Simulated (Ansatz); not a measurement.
Si$_{2}$C

The calculation's input:

```
crystal:
  lattice:
    - [4.7484535938, 0.0, 0.0]
    - [-2.3742267969, 4.1122814409, 0.0]
    - [0.0, 0.0, 5.9115386962]
  atoms:
    - { symbol: Si, position: [0.5, 0.0, 0.5] }
    - { symbol: Si, position: [0.0, 0.5, 0.5] }
    - { symbol: Si, position: [0.5, 0.5, 0.5] }
    - { symbol: Si, position: [0.0, 0.0, 0.0] }
    - { symbol: C, position: [0.0, 0.0, 0.3040516062] }
    - { symbol: C, position: [0.0, 0.0, 0.6959483938] }
basis:
  ecutwfc: 420
kpoints:
  mp_grid: { grid: [12, 12, 6] }
hamiltonian:
  xc: pbe
scf:
  occupations: { method: gaussian, width: 0.1 }
output:
  forces: true
  stress: true
  eigenvalues: true
  write_density: true
  write_potential: true
  elf: true
  volumetric_format: npy
relax:
  adjacent_minimum: "off"
  f_tol: 0.01
  max_steps: 80
  cell: { stress_tol: 0.05 }
```

Command:

```sh
ansatz run input.yaml --threads 1 --pin off --max-ram 2560MiB --backend cpu --events-out ev --progress --plain --runs-dir out
```

Below, planes, directions and counts refer to the conventional cell (a = 4.75 Å, b = 4.75 Å, c = 5.89 Å, α = 90.00°, β = 90.00°, γ = 120.00°).

The fields are those of the run's last geometry, not of the input's.

Space group P6/mmm; a structure generated by program, which may or may not match a known phase.

These are results of DFT PBE, scalar-relativistic, plane waves, PAW (Ansatz), not measurements.

### What can the converged valence pseudo-density and electron localisation function tell about the bonding?

Si–C (1.80 Å): ρ at the midpoint is about 0.97 e/Å³; the ELF peaks at about 0.90 between the atoms.

### Does the calculation give a band gap?

It is metallic or semimetallic at this level of theory: no gap opens.

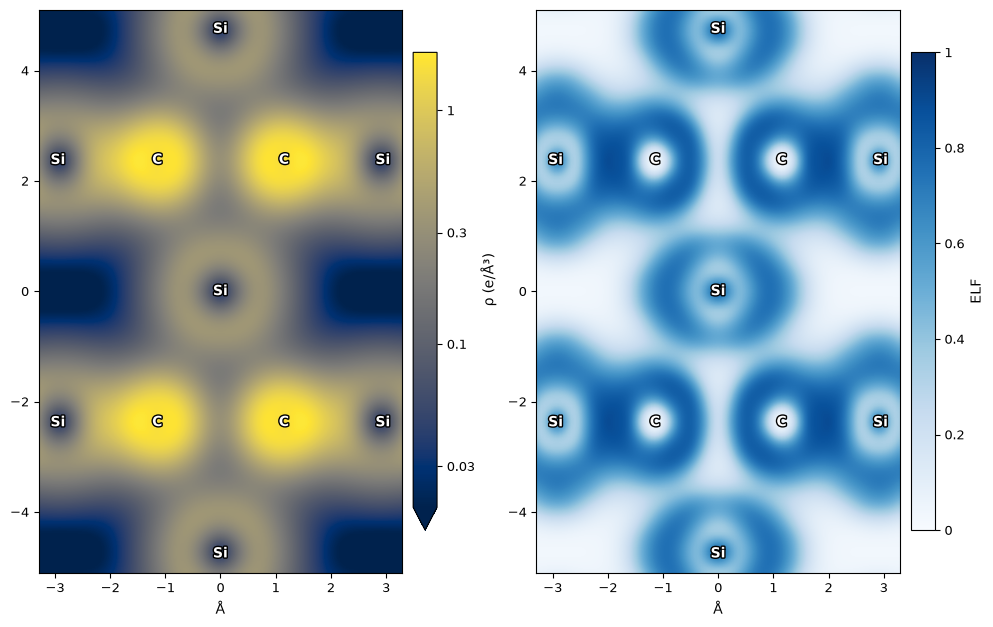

Computed valence pseudo-density and electron localisation function on the (11̄0) plane of the conventional cell, in this order. 

The density is the valence pseudo-density of a PAW calculation; it isn't the true density close to the nuclei.
